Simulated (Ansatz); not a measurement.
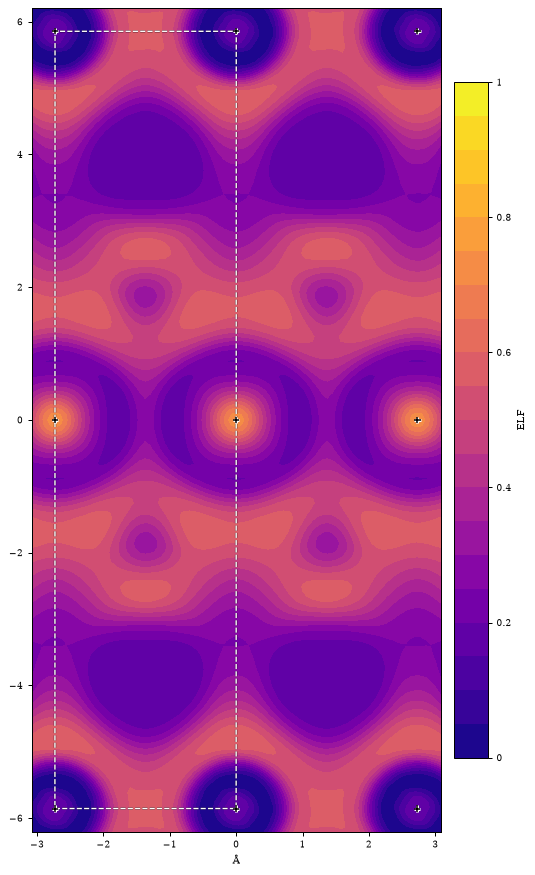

The ELF on a plane through atoms (crosses mark nuclei in the plane).

All numbers below come from DFT PBE, scalar-relativistic, plane waves, PAW (Ansatz).

Candidates:
A. Co, a = 2.56 Å, b = 2.56 Å, c = 3.94 Å, α = 90.00°, β = 90.00°, γ = 120.00°. Space group P-3m1; a structure from a database of computed crystals, not necessarily the ambient phase; changed on purpose from its base cell (strain +0.030 along x and y, -0.030 along z, atoms carried along); not relaxed (largest force 0.6 eV/Å); computed pressure about −5 GPa in this cell; spin-polarised.
B. AlNi, a = 2.73 Å, b = 2.73 Å, c = 11.71 Å, α = 90.01°, β = 89.99°, γ = 119.99°. Space group R-3m; a structure from a database of computed crystals, not necessarily the ambient phase; computed without spin polarisation.
C. MgO, a = 3.02 Å, b = 4.27 Å, c = 3.02 Å, α = 90.00°, β = 90.00°, γ = 90.00°. Space group Imm2; changed on purpose from its base cell (all O atoms moved -0.050 Å, as atom 2 along Cartesian [1 1 0]).

### Which candidate gave the map?

Candidate B: AlNi on the (010) plane of the conventional cell, which holds Al and Ni. Al–Al (2.73 Å): the ELF reaches about 0.55 near the midpoint. Ni–Ni (2.73 Å): the ELF is about 0.30 at the midpoint: no localised pair shows between them.
